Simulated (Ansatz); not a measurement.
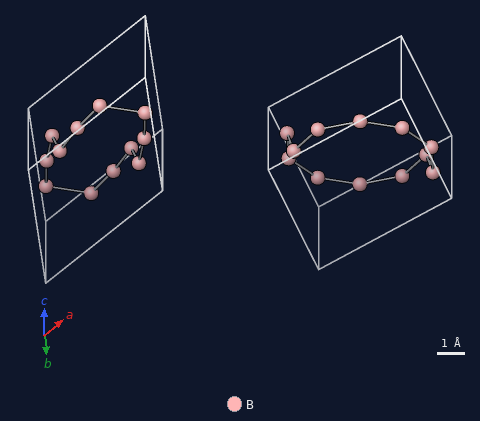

Two geometries of solid B (a generated structure, set up in Cmcm) (coarse preliminary run), drawn at one scale. One is the start of a relaxation, the other its converged end. The picture is a ball-and-stick view of the cell of the calculation, seen from a free direction.

Theory: DFT PBE, scalar-relativistic, plane waves, PAW (Ansatz). Set-up: plane-wave cutoff 420 eV; k-point mesh 4 × 4 × 6; occupations gaussian; smearing width 0.1 eV; no spin polarisation; cell and atoms relaxed; force threshold 0.04 eV/Å; at most 70 steps.

Which one is relaxed?

Answer. The left one is the relaxed one. The largest moves relative to the cell, 0.44 Å, are those of B atoms. The drawn cell changes as follows: a = b 6.810 → 7.472 Å (+9.7 %), c 2.828 → 2.784 Å (−1.6 %), γ 117.6° → 139.5°; the volume changes by −13.2 %. Among the contacts that change: B–B 2.376 → 1.720 Å, B–B 1.692 → 2.118 Å, B–B 1.625 → 1.748 Å, B–B 1.702 → 1.796 Å. Among the angles between lasting bonds that change: B–B–B 145.7° → 104.2°, B–B–B 141.5° → 174.1°, B–B–B 89.8° → 59.3°. The space group stays Cmcm (No. 63). Over 18 accepted moves (23 points after the start) the energy falls by 574 meV per atom. Largest force component: 1.4 eV/Å at the start, 0.013 eV/Å at the end. The pressure goes from 18.33 to 0.01 GPa. The line search rejected the trial steps at points 10, 15, 18 of the run. At 2 points the geometry stayed and the basis and grid were re-selected for the new cell (energy shift of 6.5 meV per atom at most each time). The run took 2.8 min on 1 thread of Arm Neoverse V1, on a shared host, peak memory 0.38 GiB.

Limits of the set-up: the k-point mesh is coarse for a cell with partly filled bands.
